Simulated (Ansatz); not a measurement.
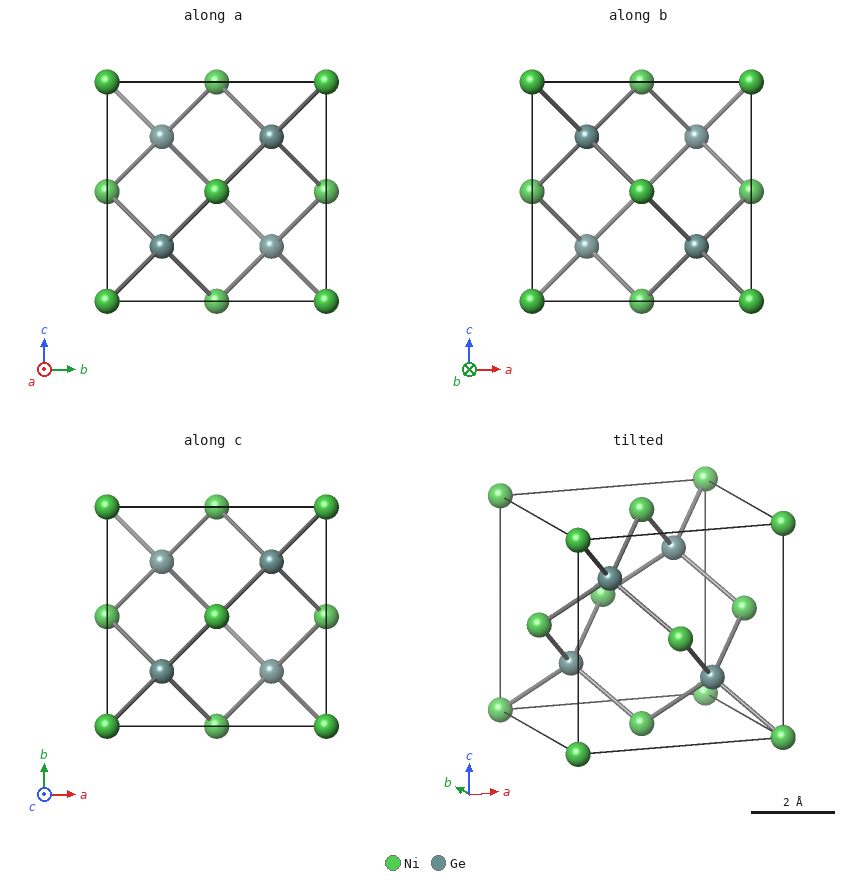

The image is a ball-and-stick drawing of a crystal, viewed along the a axis, along the b axis, along the c axis and slightly off an axis. Lines trace the edges of the conventional unit cell.

Lattice parameters: a = 5.3262 Å, b = 5.3262 Å, c = 5.3262 Å, α = 90.000°, β = 90.000°, γ = 90.000°.

### Transcribe the picture into a CIF with its space group and independent sites.

```cif
data_structure
_symmetry_space_group_name_H-M 'F -4 3 m'
_symmetry_Int_Tables_number 216
_cell_length_a 5.3262
_cell_length_b 5.3262
_cell_length_c 5.3262
_cell_angle_alpha 90.000
_cell_angle_beta 90.000
_cell_angle_gamma 90.000
_cell_volume 151.10
loop_
_atom_site_label
_atom_site_type_symbol
_atom_site_symmetry_multiplicity
_atom_site_Wyckoff_symbol
_atom_site_fract_x
_atom_site_fract_y
_atom_site_fract_z
_atom_site_occupancy
Ni1 Ni 4 a 0.0000 0.0000 0.0000 1
Ge1 Ge 4 d 0.2500 0.2500 0.7500 1
```

The structure comes from a structure type filled with these elements by a generator (whether the compound takes this form wasn't checked). The geometry comes from a coarse first relaxation with DFT PBE, scalar-relativistic, plane waves, PAW (Ansatz).
